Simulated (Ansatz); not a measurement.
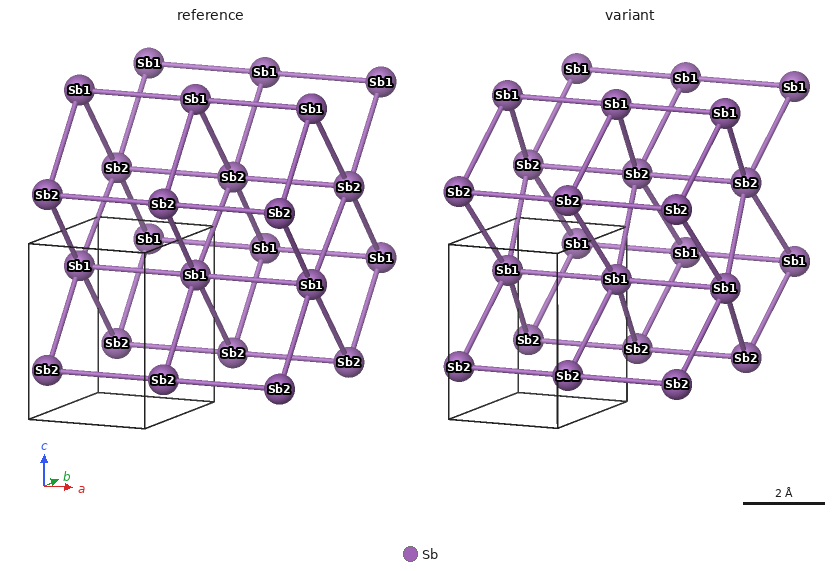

Left: a symmetric starting cell of Sb. Right: the same structure after one change, at the same scale. The picture is a ball-and-stick view of the cell of the calculation, repeated 2 × 2 × 2 with one cell outlined, seen slightly off an axis.

The calculation used DFT PBE, scalar-relativistic, plane waves, PAW in Ansatz. Settings: plane-wave cutoff 420 eV; k-point mesh 14 × 10 × 10; occupations gaussian; smearing width 0.1 eV; no spin polarisation.

### What distinguishes the right structure from the left one?

The cell is strained by −0.5 % along c, −6.2 % along a, none along the third axis (volume −6.7 %) and atoms are displaced by 0.24 Å relative to the cell: Sb1 0.24 Å along [3 0 −1]. No relaxation follows. The starting cell wasn't computed here and needn't be at equilibrium, so pressure and forces aren't due to the change alone.

### And its effect?

Near-neighbour distances before and after: Sb–Sb 3.122 → 2.927 Å, Sb–Sb 3.040 → 3.178 Å, Sb–Sb 3.152 → 3.043 Å. The space group stays P2_1/m (No. 11). The pressure is 5.4 GPa (not all of it need come from the change, since the unchanged cell can be under pressure at this level too). The principal stresses (compression positive) are 12.7 GPa along a, 1.8 GPa along b, 1.6 GPa along c. The largest forces, 0.35 eV/Å, act on Sb1 and Sb2; on Sb1 it points along [−2 0 1]. The forces mostly point back along the displacements (cosine −0.97).
